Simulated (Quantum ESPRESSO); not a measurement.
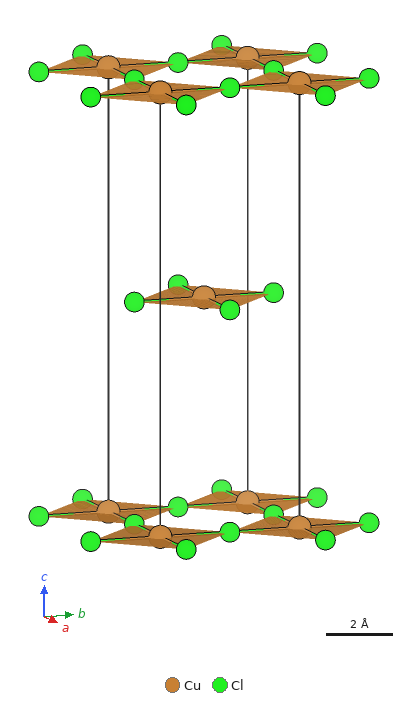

**Figure 1.** The input geometry (polyhedral view of the cell 2 times as large as that of the calculation, set on its symmetry axes, seen slightly off an axis; polyhedra are completed across the faces of the cell). An atom can appear more than once, as a periodic image.

Run report: CuCl$_{2}$, band-structure run (part 1 of 2)

The run: band-structure run of CuCl$_{2}$ (I4/mmm, 3 atoms in the cell). Method and program: Kohn-Sham DFT of a periodic cell, PBEsol, GBRV 1.5 PBEsol, no spin polarisation (Quantum ESPRESSO 7.5).

The structure derives from a Materials Project entry.

**Output**
```
This program is part of the open-source Quantum ESPRESSO suite
     for quantum simulation of materials; please cite
         "P. Giannozzi et al., J. Phys.:Condens. Matter 21 395502 (2009);
         "P. Giannozzi et al., J. Phys.:Condens. Matter 29 465901 (2017);
         "P. Giannozzi et al., J. Chem. Phys. 152 154105 (2020);
          URL
     in publications or presentations arising from this work. More details at

     Message from routine setup:
     using ibrav=0 with symmetry is DISCOURAGED, use correct ibrav instead

     K-points division:     npool     =       2
     Subspace diagonalization in iterative solution of the eigenvalue problem:
     a serial algorithm will be used

     G-vector sticks info
     --------------------
     sticks:   dense  smooth     PW     G-vecs:    dense   smooth      PW
     Sum        5575    2777    915               150767    53317    9991

     Using Slab Decomposition

     bravais-lattice index     =            0
     lattice parameter (alat)  =       8.0000  a.u.
     unit-cell volume          =     941.4849 (a.u.)^3
     number of atoms/cell      =            3
     number of atomic types    =            2
     number of electrons       =        33.00
     number of Kohn-Sham states=           24
     kinetic-energy cutoff     =      56.0000  Ry
     charge density cutoff     =     448.0000  Ry
     scf convergence threshold =      6.0E-10
     mixing beta               =       0.5000
     number of iterations used =            8  plain     mixing
     Exchange-correlation= SLA  PW   PSX  PSC
                           (   1   4  10   8   0   0   0)

     celldm(1)=   8.000000  celldm(2)=   0.000000  celldm(3)=   0.000000
     celldm(4)=   0.000000  celldm(5)=   0.000000  celldm(6)=   0.000000

     crystal axes: (cart. coord. in units of alat)
               a(1) = (  -0.532633   0.532633   1.620417 )
               a(2) = (   0.532633  -0.532633   1.620417 )
               a(3) = (   0.532633   0.532633  -1.620417 )

     reciprocal axes: (cart. coord. in units 2 pi/alat)
               b(1) = (  0.000000  0.938732  0.308563 )
               b(2) = (  0.938732  0.000000  0.308563 )
               b(3) = (  0.938732  0.938732  0.000000 )

     PseudoPot. # 1 for Cu read from file:
     cu_pbesol_v1.2.uspp.F.UPF
     Pseudo is Ultrasoft + core correction, Zval = 19.0
     Generated by new atomic code, or converted to UPF format
     Using radial grid of  867 points,  6 beta functions with:
                l(1) =   0
                l(2) =   0
                l(3) =   1
                l(4) =   1
                l(5) =   2
                l(6) =   2
     Q(r) pseudized with  8 coefficients,  rinner =    1.150   1.150   1.150
                                                       1.150   1.150

     PseudoPot. # 2 for Cl read from file:
     cl_pbesol_v1.4.uspp.F.UPF
     Pseudo is Ultrasoft + core correction, Zval =  7.0
     Generated by new atomic code, or converted to UPF format
     Using radial grid of  909 points,  6 beta functions with:
                l(1) =   0
                l(2) =   0
                l(3) =   1
                l(4) =   1
                l(5) =   2
                l(6) =   2
     Q(r) pseudized with  8 coefficients,  rinner =    1.300   1.300   1.300
                                                       1.300   1.300

     atomic species   valence    mass     pseudopotential
     Cu               19.00    63.54600     Cu( 1.00)
     Cl                7.00    35.45000     Cl( 1.00)

     16 Sym. Ops., with inversion, found

   Cartesian axes

     site n.     atom                  positions (alat units)
         1        Cu     tau(   1) = (   0.0000000   0.0000000   0.0000000  )
         2        Cl     tau(   2) = (   0.5326332   0.0000000   0.0000000  )
         3        Cl     tau(   3) = (   0.0000000   0.5326332   0.0000000  )

     number of k points=    59  Fermi-Dirac smearing, width (Ry)=  0.0037
                       cart. coord. in units 2pi/alat
        k(    1) = (   0.0000000   0.0000000   0.0000000), wk =   0.0039062
        k(    2) = (   0.1173415   0.1173415   0.0000000), wk =   0.0156250
        k(    3) = (   0.2346831   0.2346831   0.0000000), wk =   0.0156250
        k(    4) = (   0.3520246   0.3520246   0.0000000), wk =   0.0156250
        k(    5) = (  -0.4693661  -0.4693661   0.0000000), wk =   0.0078125
        k(    6) = (   0.1173415   0.0000000   0.0385703), wk =   0.0312500
        k(    7) = (   0.2346831   0.1173415   0.0385703), wk =   0.0625000
        k(    8) = (   0.3520246   0.2346831   0.0385703), wk =   0.0625000
        k(    9) = (   0.4693661   0.3520246   0.0385703), wk =   0.0625000
        k(   10) = (   0.2346831   0.0000000   0.0771406), wk =   0.0312500
        k(   11) = (   0.3520246   0.1173415   0.0771406), wk =   0.0625000
        k(   12) = (   0.4693661   0.2346831   0.0771406), wk =   0.0625000
        k(   13) = (   0.5867077   0.3520246   0.0771406), wk =   0.0312500
        k(   14) = (   0.1173415  -0.1173415   0.0771406), wk =   0.0312500
        k(   15) = (   0.3520246   0.0000000   0.1157109), wk =   0.0312500
        k(   16) = (   0.4693661   0.1173415   0.1157109), wk =   0.0625000
        k(   17) = (   0.5867077   0.2346831   0.1157109), wk =   0.0625000
        k(   18) = (   0.1173415  -0.2346831   0.1157109), wk =   0.0625000
        k(   19) = (  -0.4693661  -0.0000000  -0.1542813), wk =   0.0156250
        k(   20) = (  -0.3520246   0.1173415  -0.1542813), wk =   0.0625000
        k(   21) = (  -0.2346831   0.2346831  -0.1542813), wk =   0.0312500
        k(   22) = (   0.2346831   0.2346831   0.0771406), wk =   0.0312500
        k(   23) = (   0.3520246   0.3520246   0.0771406), wk =   0.0312500
        k(   24) = (   0.4693661   0.4693661   0.0771406), wk =   0.0156250
        k(   25) = (   0.0000000   0.0000000   0.0771406), wk =   0.0078125
        k(   26) = (   0.3520246   0.2346831   0.1157109), wk =   0.0625000
        k(   27) = (   0.4693661   0.3520246   0.1157109), wk =   0.0625000
        k(   28) = (   0.0000000  -0.1173415   0.1157109), wk =   0.0312500
        k(   29) = (   0.4693661   0.2346831   0.1542813), wk =   0.0312500
        k(   30) = (   0.5867077   0.3520246   0.1542813), wk =   0.0312500
        k(   31) = (   0.0000000  -0.2346831   0.1542813), wk =   0.0312500
        k(   32) = (   0.1173415  -0.1173415   0.1542813), wk =   0.0312500
        k(   33) = (  -0.9387322  -0.3520246  -0.1157109), wk =   0.0312500
        k(   34) = (  -0.8213907  -0.2346831  -0.1157109), wk =   0.0625000
        k(   35) = (   0.0000000   0.4693661  -0.0771406), wk =   0.0312500
        k(   36) = (  -0.8213907  -0.3520246  -0.0771406), wk =   0.0625000
        k(   37) = (  -0.7040492  -0.2346831  -0.0771406), wk =   0.0312500
        k(   38) = (   0.0000000   0.3520246  -0.0385703), wk =   0.0312500
        k(   39) = (   0.1173415   0.4693661  -0.0385703), wk =   0.0625000
        k(   40) = (  -0.7040492  -0.3520246  -0.0385703), wk =   0.0625000
        k(   41) = (   0.0000000   0.2346831   0.0000000), wk =   0.0156250
        k(   42) = (   0.1173415   0.3520246   0.0000000), wk =   0.0312500
        k(   43) = (   0.2346831   0.4693661   0.0000000), wk =   0.0312500
        k(   44) = (  -0.5867077  -0.3520246   0.0000000), wk =   0.0156250
        k(   45) = (   0.4693661   0.4693661   0.1542813), wk =   0.0078125
        k(   46) = (   0.0000000   0.0000000   0.1542813), wk =   0.0078125
        k(   47) = (   0.0000000  -0.1173415   0.1928516), wk =   0.0312500
        k(   48) = (  -0.9387322  -0.2346831  -0.0771406), wk =   0.0312500
        k(   49) = (  -0.8213907  -0.1173415  -0.0771406), wk =   0.0312500
        k(   50) = (   0.0000000   0.5867077  -0.0385703), wk =   0.0312500
        k(   51) = (  -0.8213907  -0.2346831  -0.0385703), wk =   0.0625000
        k(   52) = (   0.0000000   0.4693661   0.0000000), wk =   0.0156250
        k(   53) = (   0.1173415   0.5867077   0.0000000), wk =   0.0312500
        k(   54) = (  -0.7040492  -0.2346831   0.0000000), wk =   0.0156250
        k(   55) = (   0.0000000   0.0000000   0.2314219), wk =   0.0078125
        k(   56) = (  -0.9387322  -0.1173415  -0.0385703), wk =   0.0312500
        k(   57) = (   0.0000000   0.7040492   0.0000000), wk =   0.0156250
        k(   58) = (  -0.8213907  -0.1173415   0.0000000), wk =   0.0156250
        k(   59) = (  -0.9387322  -0.9387322  -0.3085625), wk =   0.0039062

     Dense  grid:   150767 G-vectors     FFT dimensions: ( 100, 100, 100)

     Smooth grid:    53317 G-vectors     FFT dimensions: (  72,  72,  72)

     Initial potential from superposition of free atoms

     starting charge      32.0000, renormalised to      33.0000

     negative rho (up, down):  3.173E-02 0.000E+00
     Starting wfcs are   21 randomized atomic wfcs +    3 random wfcs

     Self-consistent Calculation

     iteration #  1     ecut=    56.00 Ry     beta= 0.50
     Davidson diagonalization with overlap
     ethr =  1.00E-02,  avg # of iterations =  8.6

     negative rho (up, down):  3.064E-02 0.000E+00

     total energy              =    -469.69862057 Ry
     estimated scf accuracy    <       0.54785252 Ry

     iteration #  2     ecut=    56.00 Ry     beta= 0.50
     Davidson diagonalization with overlap
     ethr =  1.66E-03,  avg # of iterations =  3.3

     negative rho (up, down):  3.025E-02 0.000E+00

     total energy              =    -469.81761567 Ry
     estimated scf accuracy    <       1.48042235 Ry

     iteration #  3     ecut=    56.00 Ry     beta= 0.50
     Davidson diagonalization with overlap
     ethr =  1.66E-03,  avg # of iterations =  2.4

     negative rho (up, down):  2.990E-02 0.000E+00

     total energy              =    -469.96482355 Ry
     estimated scf accuracy    <       0.03366354 Ry

     iteration #  4     ecut=    56.00 Ry     beta= 0.50
     Davidson diagonalization with overlap
     ethr =  1.02E-04,  avg # of iterations =  5.5

     negative rho (up, down):  2.978E-02 0.000E+00

     total energy              =    -469.95938514 Ry
     estimated scf accuracy    <       0.07000778 Ry

     iteration #  5     ecut=    56.00 Ry     beta= 0.50
     Davidson diagonalization with overlap
     ethr =  1.02E-04,  avg # of iterations =  3.2

     negative rho (up, down):  2.963E-02 0.000E+00

     total energy              =    -469.97969655 Ry
     estimated scf accuracy    <       0.04557895 Ry

     iteration #  6     ecut=    56.00 Ry     beta= 0.50
     Davidson diagonalization with overlap
     ethr =  1.02E-04,  avg # of iterations =  1.0

     negative rho (up, down):  2.961E-02 0.000E+00

     total energy              =    -469.97841032 Ry
     estimated scf accuracy    <       0.01263543 Ry

     iteration #  7     ecut=    56.00 Ry     beta= 0.50
     Davidson diagonalization with overlap
     ethr =  3.83E-05,  avg # of iterations =  2.2

     negative rho (up, down):  2.962E-02 0.000E+00

     total energy              =    -469.97962301 Ry
     estimated scf accuracy    <       0.00012871 Ry

     iteration #  8     ecut=    56.00 Ry     beta= 0.50
     Davidson diagonalization with overlap
     c_bands:  1 eigenvalues not converged
     ethr =  3.90E-07,  avg # of iterations = 10.1

     negative rho (up, down):  2.961E-02 0.000E+00

     total energy              =    -469.97971698 Ry
     estimated scf accuracy    <       0.00000785 Ry

     iteration #  9     ecut=    56.00 Ry     beta= 0.50
     Davidson diagonalization with overlap
     ethr =  2.38E-08,  avg # of iterations =  4.9

     negative rho (up, down):  2.960E-02 0.000E+00

     total energy              =    -469.97970255 Ry
     estimated scf accuracy    <       0.00007361 Ry

     iteration # 10     ecut=    56.00 Ry     beta= 0.50
     Davidson diagonalization with overlap
     ethr =  2.38E-08,  avg # of iterations =  3.6

     negative rho (up, down):  2.960E-02 0.000E+00

     total energy              =    -469.97971395 Ry
     estimated scf accuracy    <       0.00000778 Ry

     iteration # 11     ecut=    56.00 Ry     beta= 0.50
     Davidson diagonalization with overlap
     ethr =  2.36E-08,  avg # of iterations =  1.0

     negative rho (up, down):  2.960E-02 0.000E+00

     total energy              =    -469.97971409 Ry
     estimated scf accuracy    <       0.00000076 Ry

     iteration # 12     ecut=    56.00 Ry     beta= 0.50
     Davidson diagonalization with overlap
     ethr =  2.31E-09,  avg # of iterations =  2.1

     negative rho (up, down):  2.960E-02 0.000E+00

     total energy              =    -469.97971427 Ry
     estimated scf accuracy    <       0.00000034 Ry

     iteration # 13     ecut=    56.00 Ry     beta= 0.50
     Davidson diagonalization with overlap
     ethr =  1.03E-09,  avg # of iterations =  1.2

     negative rho (up, down):  2.960E-02 0.000E+00

     total energy              =    -469.97971430 Ry
     estimated scf accuracy    <          6.0E-09 Ry

     iteration # 14     ecut=    56.00 Ry     beta= 0.50
     Davidson diagonalization with overlap
     ethr =  1.81E-11,  avg # of iterations =  4.9

     negative rho (up, down):  2.960E-02 0.000E+00

     End of self-consistent calculation

          k = 0.0000 0.0000 0.0000 (  6639 PWs)   bands (ev):

  -113.1602 -70.8845 -70.8845 -70.3872 -16.5610 -15.4048  -5.7954  -5.7954
    -4.2916  -3.9376  -3.5625  -3.5147  -3.5147  -3.2940  -2.9241  -2.6213
    -2.6213   1.1377   3.8931   6.0115   6.9257   8.2055   8.2055   8.3820

          k = 0.1173 0.1173 0.0000 (  6653 PWs)   bands (ev):

  -113.1602 -70.8845 -70.8845 -70.3872 -16.4660 -15.4697  -6.1435  -5.8487
    -4.3389  -4.2231  -3.7477  -3.3735  -3.3378  -3.2573  -2.7989  -2.7357
    -2.2906   1.8096   4.1587   5.5663   7.3507   7.6216   8.3554   8.6964

          k = 0.2347 0.2347 0.0000 (  6660 PWs)   bands (ev):

  -113.1602 -70.8845 -70.8845 -70.3872 -16.2195 -15.6196  -6.9166  -6.0038
    -4.9958  -4.4065  -4.1025  -3.1499  -2.9245  -2.8611  -2.7508  -2.4857
    -1.5066   3.2269   4.5739   4.9642   7.1679   8.0017   8.3981   9.0160

          k = 0.3520 0.3520 0.0000 (  6666 PWs)   bands (ev):

  -113.1602 -70.8846 -70.8846 -70.3872 -15.9428 -15.7607  -7.6739  -6.1614
    -5.6112  -4.4440  -4.3634  -3.0939  -2.8005  -2.4773  -2.3260  -2.0264
    -0.5240   3.6845   4.7936   6.2774   6.6764   7.4217   7.8002   8.1294

          k =-0.4694-0.4694 0.0000 (  6662 PWs)   bands (ev):

  -113.1602 -70.8846 -70.8846 -70.3872 -15.8169 -15.8169  -7.9917  -6.2240
    -5.8237  -4.4576  -4.4546  -3.0804  -2.7661  -2.2727  -2.2693  -1.7206
     0.0476   3.3189   6.2381   6.4435   6.4805   6.5394   7.4250   7.9926

          k = 0.1173 0.0000 0.0386 (  6637 PWs)   bands (ev):

  -113.1602 -70.8845 -70.8845 -70.3872 -16.5127 -15.4395  -6.0244  -5.7519
    -4.3213  -4.0426  -3.5650  -3.5139  -3.5078  -3.2899  -2.8044  -2.6354
    -2.5727   1.5145   4.0335   5.7893   7.1549   7.8149   8.3095   8.5316

          k = 0.2347 0.1173 0.0386 (  6651 PWs)   bands (ev):

  -113.1602 -70.8845 -70.8845 -70.3872 -16.3351 -15.5610  -6.5721  -5.8170
    -4.5683  -4.3934  -3.8832  -3.2471  -3.2220  -3.2199  -2.7427  -2.5540
    -2.0650   2.6723   4.5492   5.0908   7.2976   7.8832   8.4775   9.1082

          k = 0.3520 0.2347 0.0386 (  6663 PWs)   bands (ev):

  -113.1602 -70.8846 -70.8845 -70.3872 -16.0584 -15.7227  -7.2909  -6.0389
    -5.3071  -4.4468  -4.2057  -3.1206  -2.9090  -2.7720  -2.3557  -2.3476
    -1.2009   4.1065   4.1843   5.6668   6.8662   7.8256   8.2738   8.5405

          k = 0.4694 0.3520 0.0386 (  6664 PWs)   bands (ev):

  -113.1602 -70.8846 -70.8846 -70.3872 -15.8486 -15.8220  -7.8305  -6.1883
    -5.7186  -4.4612  -4.3983  -3.0868  -2.7897  -2.4026  -2.2746  -1.8692
    -0.2861   3.4977   5.5486   6.4473   6.4703   7.1807   7.5312   7.8951

          k = 0.2347 0.0000 0.0771 (  6636 PWs)   bands (ev):

  -113.1602 -70.8845 -70.8845 -70.3872 -16.3769 -15.5425  -6.4744  -5.6281
    -4.3932  -4.2943  -3.6274  -3.5119  -3.4905  -3.3097  -2.6024  -2.5714
    -2.4763   2.5154   4.4198   5.3560   7.2080   7.9867   8.6171   8.9480

          k = 0.3520 0.1173 0.0771 (  6651 PWs)   bands (ev):

  -113.1602 -70.8846 -70.8845 -70.3872 -16.1481 -15.7082  -6.9483  -5.7198
    -4.8718  -4.4576  -3.9411  -3.2868  -3.2012  -3.1699  -2.4957  -2.3680
    -2.0318   3.8539   4.5493   5.3808   6.8953   7.9698   8.5432   8.8419

          k = 0.4694 0.2347 0.0771 (  6671 PWs)   bands (ev):

  -113.1602 -70.8846 -70.8845 -70.3872 -15.9227 -15.8342  -7.4389  -6.0362
    -5.4214  -4.4735  -4.2278  -3.1121  -2.9318  -2.7366  -2.2831  -2.1728
    -1.1361   3.9274   4.9773   6.2854   6.4413   7.4200   7.7639   8.5840

          k = 0.5867 0.3520 0.0771 (  6670 PWs)   bands (ev):

  -113.1602 -70.8846 -70.8846 -70.3872 -15.9427 -15.7608  -7.6740  -6.1614
    -5.6112  -4.4475  -4.3611  -3.0936  -2.8003  -2.4814  -2.3234  -2.0265
    -0.5240   3.6547   4.9980   6.2416   6.9168   7.2126   7.6831   8.0716

          k = 0.1173-0.1173 0.0771 (  6647 PWs)   bands (ev):

  -113.1602 -70.8845 -70.8845 -70.3872 -16.4660 -15.4697  -6.1435  -5.8488
    -4.3408  -4.2231  -3.7475  -3.3735  -3.3383  -3.2571  -2.7987  -2.7353
    -2.2906   1.8208   4.1774   5.5918   7.1821   7.7646   8.3859   8.7000

          k = 0.3520 0.0000 0.1157 (  6652 PWs)   bands (ev):

  -113.1602 -70.8846 -70.8845 -70.3872 -16.1818 -15.7049  -6.8400  -5.4533
    -4.5777  -4.4629  -3.6536  -3.5640  -3.5100  -3.3298  -2.5323  -2.3991
    -2.3723   3.7863   4.6380   5.4511   6.7876   7.9399   8.5972   9.1070

          k = 0.4694 0.1173 0.1157 (  6657 PWs)   bands (ev):

  -113.1602 -70.8846 -70.8845 -70.3872 -15.9935 -15.8462  -7.0888  -5.6604
    -5.0030  -4.4858  -3.9550  -3.3163  -3.1946  -3.1564  -2.3393  -2.2914
    -2.0880   4.3461   4.6753   6.1147   6.3216   7.7996   7.8366   8.8267

          k = 0.5867 0.2347 0.1157 (  6660 PWs)   bands (ev):

  -113.1602 -70.8846 -70.8845 -70.3872 -16.0583 -15.7228  -7.2909  -6.0389
    -5.3070  -4.4494  -4.2049  -3.1202  -2.9086  -2.7745  -2.3548  -2.3477
    -1.2008   4.0322   4.3258   5.9298   6.7977   7.3772   8.2947   8.6486

          k = 0.1173-0.2347 0.1157 (  6655 PWs)   bands (ev):

  -113.1602 -70.8845 -70.8845 -70.3872 -16.3351 -15.5610  -6.5722  -5.8171
    -4.5683  -4.3958  -3.8831  -3.2470  -3.2224  -3.2202  -2.7424  -2.5536
    -2.0649   2.7013   4.4740   5.2965   7.0546   8.0676   8.3360   9.0504
```
